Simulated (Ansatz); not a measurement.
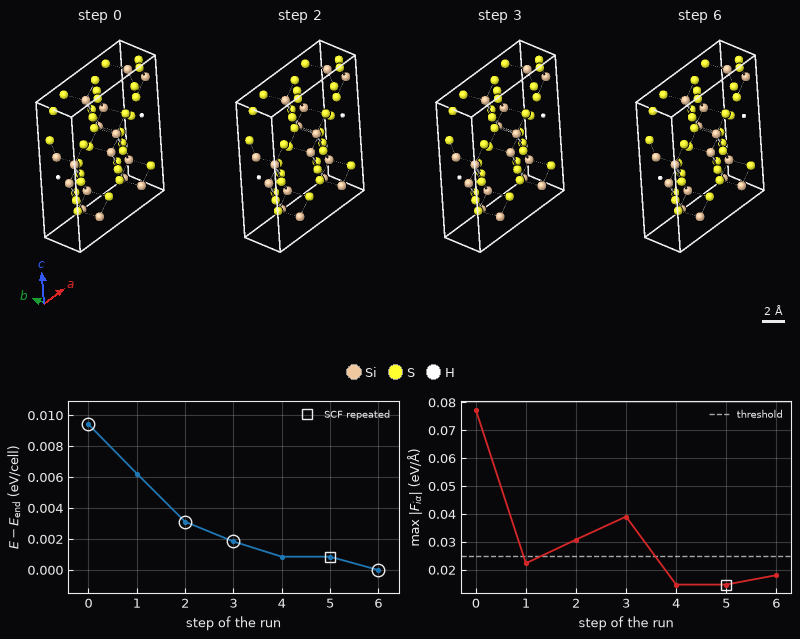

Frames of a relaxation of a defect cell of composition Si₁₆HS₃₂, marked on the history of the run. The picture is a ball-and-stick view of the cell of the calculation, reduced to other axes (origin shifted), seen slightly off an axis. Lengths and directions refer to the drawn axes.

Case: H interstitial, charge +0, atoms relaxed at the host's cell.

Computed with DFT PBE, scalar-relativistic, plane waves, PAW (Ansatz 0.2.0). Set-up: plane-wave cutoff 420 eV; k-point mesh 2 × 2 × 2; occupations gaussian; smearing width 0.01 eV; collinear spin; atoms relaxed in a fixed cell; force threshold 0.025 eV/Å; at most 45 steps.

### What happens along the run?

The largest move is that of the H atom, 0.25 Å roughly along [3 0 −2]. By element the largest moves are H 0.25 Å, S 0.13 Å, Si 0.09 Å. The cell stays as it was. The energy falls by 9.4 meV per cell of the calculation in 5 accepted moves (6 points after the start). The largest force component goes from 0.077 to 0.018 eV/Å. 1 step only repeated the SCF at the same geometry. The forces were under the threshold at step 1, but the run went on from there. Cost: 28 min on 4 threads of Arm Neoverse N1 (shared host), peak memory 5.1 GiB. From step 0 to 2: S and H atoms move most (0.09 Å), energy −6.3 meV per cell of the calculation. From step 2 to 3: the H atom moves most (0.07 Å), energy −1.3 meV per cell of the calculation. From step 3 to 6: the H atom moves most (0.09 Å), energy −1.8 meV per cell of the calculation.
